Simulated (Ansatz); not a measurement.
System: Au.

```cif
data_structure
_symmetry_space_group_name_H-M 'P 1'
_symmetry_Int_Tables_number 1
_cell_length_a 3.3145
_cell_length_b 3.3145
_cell_length_c 3.3145
_cell_angle_alpha 90.000
_cell_angle_beta 90.000
_cell_angle_gamma 90.000
_cell_volume 36.41
loop_
_atom_site_label
_atom_site_type_symbol
_atom_site_fract_x
_atom_site_fract_y
_atom_site_fract_z
_atom_site_occupancy
Au1 Au 0.00000 0.50000 0.19720 1
Au2 Au 0.50000 0.00000 0.80280 1
```

Space group P4/nmm; a structure from a database of computed crystals, not necessarily the ambient phase; not relaxed (largest force 1.4 eV/Å); computed pressure about −6 GPa in this cell.

These are results of DFT LDA, scalar-relativistic, plane waves, PAW (Ansatz 0.2.0), not measurements.

**Predict the valence pseudo-density and electron localisation function between the atoms.**

Au–Au (2.68 Å): the density is about 0.41 e/Å³ at the midpoint; the ELF is about 0.25 at the midpoint (no shared electron pair shows on this line).

**Does the calculation give a band gap?**

It is gapless in this calculation (a metal or semimetal).

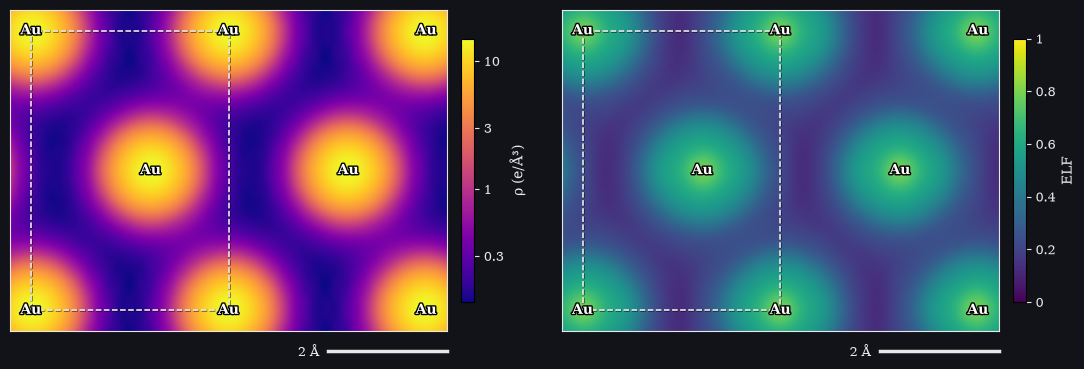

Computed valence pseudo-density and electron localisation function on the (11̄0) plane of the conventional cell, in this order. 

Core electrons are frozen (PAW), and the valence fields are smoothed inside the atomic spheres.
